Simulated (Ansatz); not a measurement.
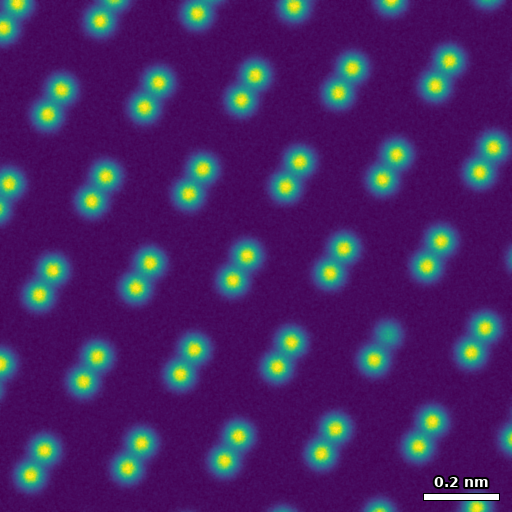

Dark-field STEM-like image of W (Fmmm, No. 69) along [101]. The image is simulated as a sum over atoms of Z^1.6, blurred by a 0.50 Å probe (no channelling). The display is stretched by a gamma of 0.8; percentages refer to the linear signal. Shot noise was added.

The sample is 2 repeats (10.4 Å) thick. One point defect was put into the perfect crystal, without relaxing the atoms around it. Brightness is counted from the darkest point of the image. Host structure: coordinates from a relaxation with Ansatz 0.2.0, DFT PBE, scalar-relativistic, plane waves, PAW; the starting structure was generated, so it need not be a known form of this composition.

**Where is the defect (in Å from the left and the top edge), and what does its contrast suggest?**

At about 11 Å from the left and 9 Å from the top. The column is dimmer, which points to a vacancy or a lighter atom. The column holds 2 atoms (W) through the sample, and one W atom is missing, so its peak drops to about 50 % of that of its equals.
